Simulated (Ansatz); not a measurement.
# Run report: ZnO, phonon calculation (part 1 of 2)

The run: phonon calculation of ZnO (P4₂/mnm, 8 atoms in the cell). Method and program: DFT PBE, scalar-relativistic, plane waves, PAW, no spin polarisation (Ansatz 0.2.0).

The structure derives from a Materials Project entry. It belongs to a series of runs on one base structure; here: zone-centre modes of this cell by finite displacements. Figures and captions count atoms from 1; the log counts them from 0 in places.

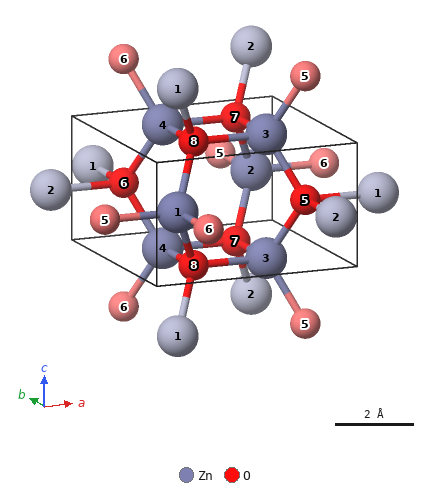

Fig. 1: The structure as given in the input (ball-and-stick view of the cell of the calculation, seen slightly off an axis; neighbours outside the cell are drawn fainter; atoms are numbered from 1 in the order of the input).

## Key numbers

- outcome: converged
- space group (tolerance 0.01 Å): P4₂/mnm (136)
- electrons treated: 72
- free energy: −15547.2052 eV
- Fermi energy: 6.615 eV
- gap on the k-point mesh: 0.76 eV
- largest force (length of the vector): under 0.001 eV/Å
- hardware: 2 threads of Arm Neoverse V2, 24 GiB of memory available, shared host
- wall time: 2 min (CPU time 4 min)
- peak memory: 0.76 GiB

## The input
```yaml
crystal:
  lattice:
    - [5.6084659024, 0.0, 0.0]
    - [0.0, 5.6084659024, 0.0]
    - [0.0, 0.0, 3.2791201899]
  atoms:
    - { symbol: Zn, position: [0.1816771468, 0.1816771468, 0.5] }
    - { symbol: Zn, position: [0.8183228532, 0.8183228532, 0.5] }
    - { symbol: Zn, position: [0.6816771468, 0.3183228532, 0.0] }
    - { symbol: Zn, position: [0.3183228532, 0.6816771468, 0.0] }
    - { symbol: O, position: [0.8184281441, 0.1815718559, 0.5] }
    - { symbol: O, position: [0.1815718559, 0.8184281441, 0.5] }
    - { symbol: O, position: [0.6815718559, 0.6815718559, 0.0] }
    - { symbol: O, position: [0.3184281441, 0.3184281441, 0.0] }
basis:
  ecutwfc: 420
kpoints:
  mp_grid: { grid: [6, 6, 8] }
hamiltonian:
  xc: pbe
scf:
  occupations: { method: gaussian, width: 0.05 }
output:
  eigenvalues: true
phonons:
  method: fd
  supercell: [1, 1, 1]
  amplitude: 0.02
  eigenvectors: true
  dielectric: false
```

Run as:
```bash
ansatz run input.yaml --threads 2 --pin off --max-ram 5120MiB --backend cpu --events-out ev --progress --plain --runs-dir out
```

## What the program printed
```
Engine: ansatz 0.2.0, aarch64-unknown-linux-gnu
Pseudopotentials: kind: paw
Pseudopotential: Zn, paw, valence charge 12, recommended cutoff 420 eV (normal), Zn.paw.azcp
Pseudopotential: O, paw, valence charge 6, recommended cutoff 420 eV (normal), O.paw.azcp
Functional definition: PBE
  parameter kappa = 0.804
  parameter beta = 0.06672455060314922
  exchange = pbe_x(kappa = kappa, mu = beta*pi^2/3)
  correlation = pbe_c(beta = beta)
Crystal: 8 atoms, lattice volume = 103.144 Å³
Basis set: ecut = 420 eV, 2031 PW (Γ), exchange–correlation on 80×80×48 points (8 copies of the dense FFT grid, shifted against one another)
Bands: 44, of which v1, the nominal top of the filled ones, is band 36 counted from 1 (35 counted from 0)
Symmetry: 16 space group operations
k-points: 50 of 288
Non-local potential: Zn, projectors of the file, l = 0: 2, l = 1: 2, l = 2: 3, l = 3: 1
Non-local potential: O, projectors of the file, l = 0: 2, l = 1: 2, l = 2: 1
PAW form: soft (Blöchl's): semilocal exchange-correlation on the pseudo side does not see the compensation charge
PAW one-centre angular grid: Zn, 590 points (default); XC on 64 Gauss nodes
PAW one-centre angular grid: O, 110 points (default); XC on 64 Gauss nodes
Initial density: superposition of atomic densities (neutral atoms: chi_scale 0, normalization atom), corrected by the library's trained network
Initial wavefunctions: pseudopotential atomic-orbital guess
Functional: x = pbe(κ = 0.804, μ = 0.2195149727645171), c = pbe(β = 0.06672455060314922)
SCF iter   1: F=—  HF=-15547.202472 eV  |F-HF|=—  |Δ(HF+E_count)|=         —  Δρ=1.40e-3  dr2=1.12e-3  ethr=1.77e-3  ⟨swp⟩=6.1  Hψ=8277  notcnv=0  defer=1
preconditioner: auto → Resta (q_TF=auto, 2.570 Å⁻¹)  ε∞=7.3  [insulator: Δε(μ)=0.763 eV  Ē_g=12.354 eV  σ=0.050 eV  W_gap=1.00  n_scr=38 (ndim 8)  ℏωp=31.0 eV  f_vac=0.077  D(μ)=0.00/eV (n_scr^D=0)  ε∞_Penn≈7.3]
SCF iter   2: F=—  HF=-15547.205051 eV  |F-HF|=—  |Δ(HF+E_count)|=   2.58e-3  Δρ=5.71e-4  dr2=1.38e-4  ethr=1.55e-6  ⟨swp⟩=2.3  Hψ=4438  notcnv=0  defer=14
SCF iter   3: F=—  HF=-15547.205130 eV  |F-HF|=—  |Δ(HF+E_count)|=   7.97e-5  Δρ=3.92e-4  dr2=1.14e-4  ethr=1.92e-7  ⟨swp⟩=2.0  Hψ=3667  notcnv=0  defer=14
SCF iter   4: F=—  HF=-15547.205184 eV  |F-HF|=—  |Δ(HF+E_count)|=   5.38e-5  Δρ=1.70e-4  dr2=2.35e-5  ethr=1.58e-7  ⟨swp⟩=2.0  Hψ=3596  notcnv=0  defer=14
SCF iter   5: F=—  HF=-15547.205147 eV  |F-HF|=—  |Δ(HF+E_count)|=   3.73e-5  Δρ=5.22e-5  dr2=2.58e-6  ethr=3.27e-8  ⟨swp⟩=2.0  Hψ=3658  notcnv=0  defer=14
SCF iter   6: F=—  HF=-15547.205150 eV  |F-HF|=—  |Δ(HF+E_count)|=   3.10e-6  Δρ=2.68e-5  dr2=5.65e-7  ethr=3.59e-9  ⟨swp⟩=2.0  Hψ=3864  notcnv=0  defer=14
SCF iter   7: F=—  HF=-15547.205150 eV  |F-HF|=—  |Δ(HF+E_count)|=   2.17e-7  Δρ=7.83e-6  dr2=6.11e-8  ethr=7.85e-10  ⟨swp⟩=2.1  Hψ=3499  notcnv=0  defer=14
SCF iter   8: F=—  HF=-15547.205150 eV  |F-HF|=—  |Δ(HF+E_count)|=   3.04e-8  Δρ=9.64e-7  dr2=1.71e-9  ethr=8.49e-11  ⟨swp⟩=2.0  Hψ=3650  notcnv=0  defer=14
SCF iter   9: F=-15547.205150 eV  HF=-15547.205150 eV  |F-HF|=5.64e-11  |Δ(HF+E_count)|=   2.12e-9  Δρ=3.45e-7  dr2=1.92e-10  ethr=1.39e-12  ⟨swp⟩=7.6  Hψ=9007  notcnv=0
SCF 1 converged in 9 iterations: F = -15547.205150 eV  dr2 = 1.92e-10
  greatest PAW one-centre occupation: 0.987 electrons in one spin orbital (limit 2), on the Zn atom at site 1 (counted from 0), in its partial waves of l = 2
Symmetry: 2 space group operations
k-points: 100 of 288 (time reversal used)
Initial density: handed on by an earlier stage of this run
Initial wavefunctions: those handed on with the density
iter 1 solved again at ethr=5.62e-7 eV; its pass at ethr=3.10e-3 eV (dr2=4.05e-4 eV) is discarded
SCF iter   1: F=—  HF=-15547.203814 eV  |F-HF|=—  |Δ(HF+E_count)|=         —  Δρ=8.33e-4  dr2=2.50e-4  ethr=5.62e-7  ⟨swp⟩=2.1  Hψ=20175  notcnv=0  defer=258
preconditioner: auto → Resta (q_TF=auto, 2.570 Å⁻¹)  ε∞=7.3  [insulator: Δε(μ)=0.758 eV  Ē_g=12.341 eV  σ=0.050 eV  W_gap=1.00  n_scr=38 (ndim 8)  ℏωp=31.0 eV  f_vac=0.078  D(μ)=0.00/eV (n_scr^D=0)  ε∞_Penn≈7.3]
SCF iter   2: F=—  HF=-15547.203790 eV  |F-HF|=—  |Δ(HF+E_count)|=   2.38e-5  Δρ=4.19e-4  dr2=7.47e-5  ethr=3.47e-7  ⟨swp⟩=1.1  Hψ=4177  notcnv=0  defer=258
SCF iter   3: F=—  HF=-15547.203746 eV  |F-HF|=—  |Δ(HF+E_count)|=   4.37e-5  Δρ=1.00e-4  dr2=9.72e-6  ethr=1.04e-7  ⟨swp⟩=2.1  Hψ=7507  notcnv=0  defer=258
SCF iter   4: F=—  HF=-15547.203743 eV  |F-HF|=—  |Δ(HF+E_count)|=   3.01e-6  Δρ=4.34e-5  dr2=2.01e-6  ethr=1.35e-8  ⟨swp⟩=2.0  Hψ=7333  notcnv=0  defer=258
SCF iter   5: F=—  HF=-15547.203740 eV  |F-HF|=—  |Δ(HF+E_count)|=   3.16e-6  Δρ=1.91e-5  dr2=3.55e-7  ethr=2.79e-9  ⟨swp⟩=2.0  Hψ=7318  notcnv=0  defer=258
SCF iter   6: F=—  HF=-15547.203740 eV  |F-HF|=—  |Δ(HF+E_count)|=   3.82e-8  Δρ=7.89e-6  dr2=6.33e-8  ethr=4.93e-10  ⟨swp⟩=2.0  Hψ=7661  notcnv=0  defer=258
SCF iter   7: F=—  HF=-15547.203740 eV  |F-HF|=—  |Δ(HF+E_count)|=   2.43e-8  Δρ=1.93e-6  dr2=6.35e-9  ethr=8.80e-11  ⟨swp⟩=2.0  Hψ=6842  notcnv=0  defer=258
SCF iter   8: F=—  HF=-15547.203740 eV  |F-HF|=—  |Δ(HF+E_count)|=   5.41e-9  Δρ=1.09e-6  dr2=1.15e-9  ethr=8.82e-12  ⟨swp⟩=2.0  Hψ=7161  notcnv=0  defer=258
SCF iter   9: F=—  HF=-15547.203740 eV  |F-HF|=—  |Δ(HF+E_count)|=  3.64e-12  Δρ=3.65e-7  dr2=1.39e-10  ethr=1.60e-12  ⟨swp⟩=2.1  Hψ=7489  notcnv=0  defer=258
SCF iter  10: F=-15547.203740 eV  HF=-15547.203740 eV  |F-HF|=1.82e-11  |Δ(HF+E_count)|=  9.82e-11  Δρ=1.62e-7  dr2=2.69e-11  ethr=1.00e-12  ⟨swp⟩=4.0  Hψ=15193  notcnv=0
SCF 2 converged in 10 iterations: F = -15547.203740 eV  dr2 = 2.69e-11
k-points: 89 of 288 (time reversal used)
iter 1 solved again at ethr=4.79e-7 eV; its pass at ethr=3.10e-3 eV (dr2=3.45e-4 eV) is discarded
SCF iter   1: F=—  HF=-15547.202945 eV  |F-HF|=—  |Δ(HF+E_count)|=         —  Δρ=9.19e-4  dr2=3.11e-4  ethr=4.79e-7  ⟨swp⟩=2.0  Hψ=18789  notcnv=0  defer=221
preconditioner: auto → Resta (q_TF=auto, 2.570 Å⁻¹)  ε∞=7.3  [insulator: Δε(μ)=0.760 eV  Ē_g=12.342 eV  σ=0.050 eV  W_gap=1.00  n_scr=38 (ndim 8)  ℏωp=31.0 eV  f_vac=0.078  D(μ)=0.00/eV (n_scr^D=0)  ε∞_Penn≈7.3]
SCF iter   2: F=—  HF=-15547.202917 eV  |F-HF|=—  |Δ(HF+E_count)|=   2.74e-5  Δρ=4.76e-4  dr2=9.51e-5  ethr=4.32e-7  ⟨swp⟩=1.1  Hψ=3685  notcnv=0  defer=221
SCF iter   3: F=—  HF=-15547.202889 eV  |F-HF|=—  |Δ(HF+E_count)|=   2.85e-5  Δρ=1.63e-4  dr2=2.68e-5  ethr=1.32e-7  ⟨swp⟩=2.1  Hψ=6774  notcnv=0  defer=221
SCF iter   4: F=—  HF=-15547.202883 eV  |F-HF|=—  |Δ(HF+E_count)|=   5.35e-6  Δρ=4.37e-5  dr2=2.58e-6  ethr=3.72e-8  ⟨swp⟩=2.3  Hψ=6697  notcnv=0  defer=221
SCF iter   5: F=—  HF=-15547.202881 eV  |F-HF|=—  |Δ(HF+E_count)|=   2.62e-6  Δρ=1.45e-5  dr2=2.08e-7  ethr=3.59e-9  ⟨swp⟩=2.0  Hψ=6649  notcnv=0  defer=221
SCF iter   6: F=—  HF=-15547.202881 eV  |F-HF|=—  |Δ(HF+E_count)|=   3.45e-8  Δρ=1.07e-5  dr2=9.13e-8  ethr=2.88e-10  ⟨swp⟩=2.0  Hψ=6528  notcnv=0  defer=221
SCF iter   7: F=—  HF=-15547.202881 eV  |F-HF|=—  |Δ(HF+E_count)|=   2.45e-8  Δρ=2.79e-6  dr2=1.24e-8  ethr=1.27e-10  ⟨swp⟩=2.0  Hψ=6528  notcnv=0  defer=221
SCF iter   8: F=—  HF=-15547.202881 eV  |F-HF|=—  |Δ(HF+E_count)|=   3.26e-9  Δρ=9.95e-7  dr2=1.23e-9  ethr=1.72e-11  ⟨swp⟩=2.0  Hψ=6501  notcnv=0  defer=221
SCF iter   9: F=—  HF=-15547.202881 eV  |F-HF|=—  |Δ(HF+E_count)|=  1.64e-10  Δρ=5.44e-7  dr2=2.85e-10  ethr=1.71e-12  ⟨swp⟩=2.0  Hψ=6807  notcnv=0  defer=221
SCF iter  10: F=-15547.202881 eV  HF=-15547.202881 eV  |F-HF|=9.09e-12  |Δ(HF+E_count)|=  4.73e-11  Δρ=1.95e-7  dr2=3.73e-11  ethr=1.00e-12  ⟨swp⟩=4.0  Hψ=13576  notcnv=0
SCF 3 converged in 10 iterations: F = -15547.202881 eV  dr2 = 3.73e-11
iter 1 solved again at ethr=1.19e-8 eV; its pass at ethr=3.10e-3 eV (dr2=8.54e-6 eV) is discarded
SCF iter   1: F=—  HF=-15547.203050 eV  |F-HF|=—  |Δ(HF+E_count)|=         —  Δρ=1.19e-4  dr2=4.35e-6  ethr=1.19e-8  ⟨swp⟩=2.3  Hψ=15472  notcnv=0  defer=216
preconditioner: auto → Resta (q_TF=auto, 2.570 Å⁻¹)  ε∞=7.3  [insulator: Δε(μ)=0.757 eV  Ē_g=12.339 eV  σ=0.050 eV  W_gap=1.00  n_scr=38 (ndim 8)  ℏωp=31.0 eV  f_vac=0.078  D(μ)=0.00/eV (n_scr^D=0)  ε∞_Penn≈7.3]
SCF iter   2: F=—  HF=-15547.202988 eV  |F-HF|=—  |Δ(HF+E_count)|=   6.22e-5  Δρ=4.94e-5  dr2=5.79e-7  ethr=6.04e-9  ⟨swp⟩=2.0  Hψ=6886  notcnv=0  defer=216
SCF iter   3: F=—  HF=-15547.202988 eV  |F-HF|=—  |Δ(HF+E_count)|=   8.48e-8  Δρ=2.73e-5  dr2=1.45e-7  ethr=8.04e-10  ⟨swp⟩=2.9  Hψ=6953  notcnv=0  defer=216
SCF iter   4: F=—  HF=-15547.202988 eV  |F-HF|=—  |Δ(HF+E_count)|=   5.74e-8  Δρ=9.24e-6  dr2=2.23e-8  ethr=2.01e-10  ⟨swp⟩=2.9  Hψ=7554  notcnv=0  defer=216
SCF iter   5: F=—  HF=-15547.202988 eV  |F-HF|=—  |Δ(HF+E_count)|=  2.76e-10  Δρ=1.76e-6  dr2=2.67e-9  ethr=3.09e-11  ⟨swp⟩=2.0  Hψ=6519  notcnv=0  defer=216
SCF iter   6: F=—  HF=-15547.202988 eV  |F-HF|=—  |Δ(HF+E_count)|=   1.16e-9  Δρ=8.20e-7  dr2=7.48e-10  ethr=3.71e-12  ⟨swp⟩=2.2  Hψ=6543  notcnv=0  defer=216
SCF iter   7: F=—  HF=-15547.202988 eV  |F-HF|=—  |Δ(HF+E_count)|=  1.73e-10  Δρ=3.05e-7  dr2=1.12e-10  ethr=1.04e-12  ⟨swp⟩=2.0  Hψ=6507  notcnv=0  defer=216
SCF iter   8: F=-15547.202988 eV  HF=-15547.202988 eV  |F-HF|=0.00e0  |Δ(HF+E_count)|=  8.00e-11  Δρ=1.25e-7  dr2=1.69e-11  ethr=1.00e-12  ⟨swp⟩=4.0  Hψ=13061  notcnv=0
SCF 4 converged in 8 iterations: F = -15547.202988 eV  dr2 = 1.69e-11
  greatest PAW one-centre occupation: 0.987 electrons in one spin orbital (limit 2), on the Zn atom at site 3 (counted from 0), in its partial waves of l = 2
Symmetry: 4 space group operations
k-points: 65 of 288 (time reversal used)
iter 1 solved again at ethr=2.72e-6 eV; its pass at ethr=3.10e-3 eV (dr2=1.96e-3 eV) is discarded
```
